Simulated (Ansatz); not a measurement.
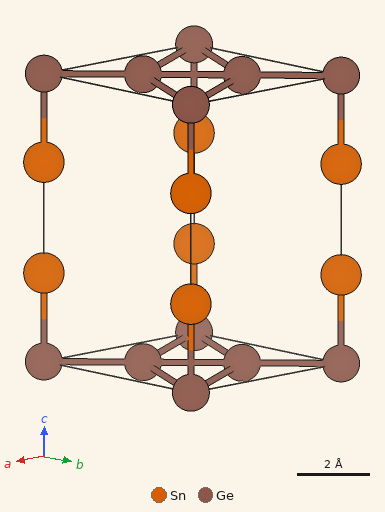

A crystal of Sn₂Ge₃ (a generated structure, set up in P6/mmm), before the relaxation. A ball-and-stick model of the cell of the calculation, seen from a free direction.

Method: Ansatz, DFT PBE, scalar-relativistic, plane waves, PAW.

Input
```yaml
crystal:
  lattice:
    - [4.8248496196, 0.0, 0.0]
    - [-2.4124248098, 4.1784423401, 0.0]
    - [0.0, 0.0, 8.6469243604]
  atoms:
    - { symbol: Sn, position: [0.0, 0.0, 0.6923369739] }
    - { symbol: Sn, position: [0.0, 0.0, 0.3076630261] }
    - { symbol: Ge, position: [0.3333333333, 0.6666666667, 0.0] }
    - { symbol: Ge, position: [0.6666666667, 0.3333333333, 0.0] }
    - { symbol: Ge, position: [0.0, 0.0, 0.0] }
basis:
  ecutwfc: 420
kpoints:
  mp_grid: { grid: [12, 12, 6] }
hamiltonian:
  xc: pbe
scf:
  occupations: { method: gaussian, width: 0.1 }
output:
  forces: true
  stress: true
  eigenvalues: true
relax:
  adjacent_minimum: "off"
  f_tol: 0.01
  max_steps: 80
  cell: { stress_tol: 0.05 }
```

Launched with:
```bash
ansatz run input.yaml --threads 1 --pin off --max-ram 2560MiB --backend cpu --events-out ev --progress --plain --runs-dir out
```

### What does the optimiser find from here?

The largest moves relative to the cell, 0.032 Å, are those of Sn1 and Sn2. Sn1 goes along −c. Ge stays in place. Cell: a = b 4.825 → 4.828 Å (+0.1 %), c 8.647 → 8.573 Å (−0.9 %). Volume −0.7 %. Some distances before and after: Sn1–Ge5 2.660 → 2.669 Å. The space group stays P6/mmm (No. 191). After 3 accepted moves (5 points after the start) the energy has fallen by 0.5 meV per atom. Largest force component: 0.051 eV/Å at the start, 0.00035 eV/Å at the end. The pressure goes from 0.00 to 0.00 GPa. The line search rejected the trial step at point 3 of the run. The SCF was repeated once at an unchanged geometry on a basis and grid sized afresh for the cell, which shifted the energy by less than 0.05 meV per atom at most. The run took 3.5 min on 1 thread of Arm Neoverse V1, on a shared host, peak memory 0.68 GiB.

Final geometry:

```
Sn Ge
1.0
     4.82773    0.00000    0.00000
    -2.41386    4.18094    0.00000
     0.00000    0.00000    8.57310
Sn Ge
2 3
Cartesian
  -2.4139 4.1809 5.9038
  -2.4139 4.1809 2.6693
  0.0000 2.7873 0.0000
  2.4139 1.3936 0.0000
  -2.4139 4.1809 0.0000
```

The end point in the same view:

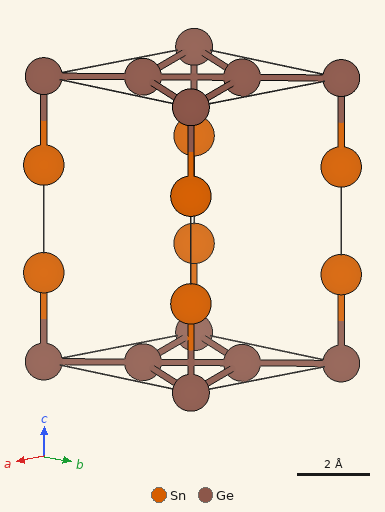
